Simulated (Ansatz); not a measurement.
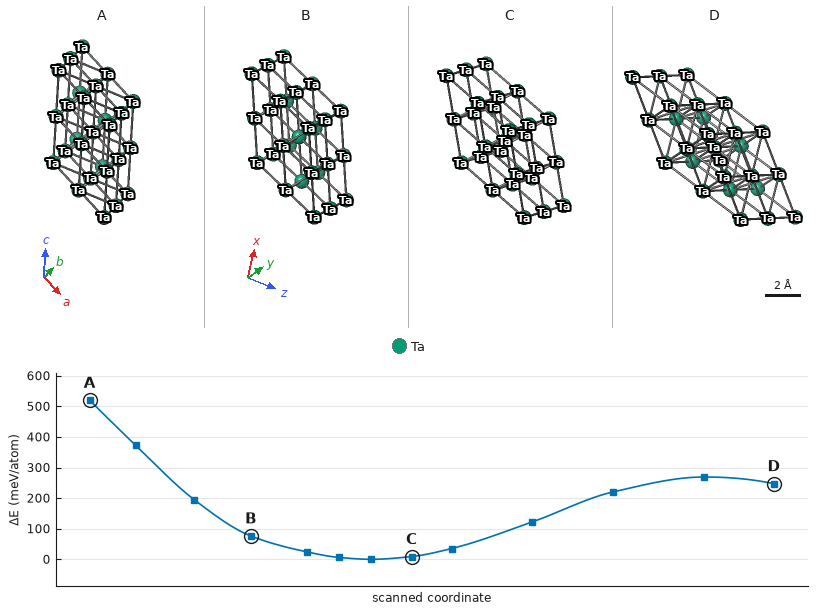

Frames of a one-coordinate scan of solid Ta (Im-3m). x, y and z are the Cartesian axes of the input. The picture is a ball-and-stick view of the cell of the calculation, repeated 2 × 2 × 2 with one cell outlined, seen slightly off an axis.

The calculation used DFT LDA, scalar-relativistic, plane waves, PAW (Ansatz). Settings: plane-wave cutoff 420 eV; k-point mesh 22 × 22 × 22; occupations methfessel paxton; smearing width 0.02 eV; no spin polarisation. Energies (free energies at the smearing named) are counted from the cell as listed in its source, which wasn't relaxed.

Question: Which coordinate changes from frame to frame?

Answer: The ratio of the cell's length along z to its lengths across, counted as 1 for the reference, is changed at fixed volume (a tetragonal or Bain path), with the atoms kept at their fractional coordinates. In the frames the relative ratio is 0.65 (A), 0.85 (B), 1.05 (C), 1.50 (D). Of the computed points the lowest is at the relative ratio 1.00, 0 meV/atom. A local maximum lies at 1.414 (269 meV/atom). At the ends of the scan the energy is 520 meV/atom (0.65) and 247 meV/atom (1.50). The unrelaxed reference is under a pressure of −9.1 GPa. The distortion takes the space group from Im-3m to I4/mmm, except for Fm-3m at 1.414. At the relative ratio 1.50 the cell of the drawing goes a 2.860 → 2.974 Å, b 2.860 → 2.974 Å, c 2.860 → 2.974 Å, α 109.5° → 122.0°, β 109.5° → 122.0°, γ 109.5° → 86.6°.
